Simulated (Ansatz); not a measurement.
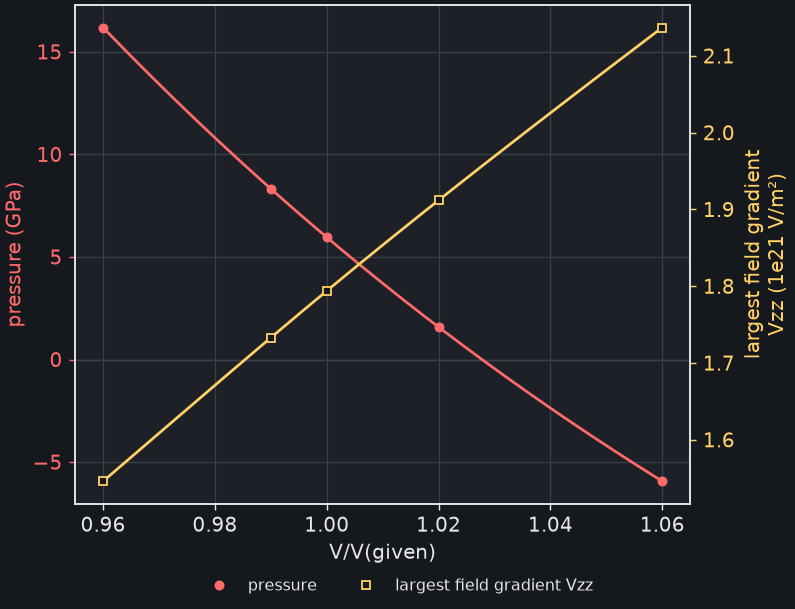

The picture above shows the pressure and largest field gradient Vzz against V/V(given) for TiO₂, space group I4_1/amd (No. 141).

The given structure:
```cif
data_structure
_symmetry_space_group_name_H-M 'P 1'
_symmetry_Int_Tables_number 1
_cell_length_a 5.4582
_cell_length_b 5.4582
_cell_length_c 5.4582
_cell_angle_alpha 139.426
_cell_angle_beta 139.426
_cell_angle_gamma 58.726
_cell_volume 68.15
loop_
_atom_site_label
_atom_site_type_symbol
_atom_site_fract_x
_atom_site_fract_y
_atom_site_fract_z
_atom_site_occupancy
Ti1 Ti 0.00000 0.00000 0.00000 1
Ti2 Ti 0.75000 0.25000 0.50000 1
O1 O 0.20660 0.20660 0.00000 1
O2 O 0.95660 0.45660 0.50000 1
O3 O 0.54340 0.04340 0.50000 1
O4 O 0.79340 0.79340 0.00000 1
```

Method: periodic Kohn-Sham DFT of a crystal at fixed atoms, scaled to the stated factor times the given cell; pressure positive in compression (Ansatz 0.2.0). Level: PBE.

- method: all-electron PAW
- relativity: scalar
- k mesh: 13×13×13
- occupations: Fermi–Dirac
- smearing width: 0.08 eV
- nucleus: Gaussian

V(given) is 11.36 Å³/atom.

Question: How does the pressure vary with V/V(given)?

Answer: It falls from 16.2 GPa at V/V(given) 0.96 to −5.9 GPa at 1.06, and changes sign near 1.03.

Question: What does the largest field gradient Vzz do across the range?

Answer: It rises from 1.546 1e21 V/m² at V/V(given) 0.96 to 2.137 1e21 V/m² at 1.06.

Question: What does the calculation give for the volume at zero pressure from a fit of the pressures?

Answer: 11.7 Å³/atom.

Question: What does the calculation give for the bulk modulus from that fit?

Answer: 206 GPa.

Keep in mind: shape and atomic fractions are frozen while scaling, which makes layered, chain and framework solids too stiff.
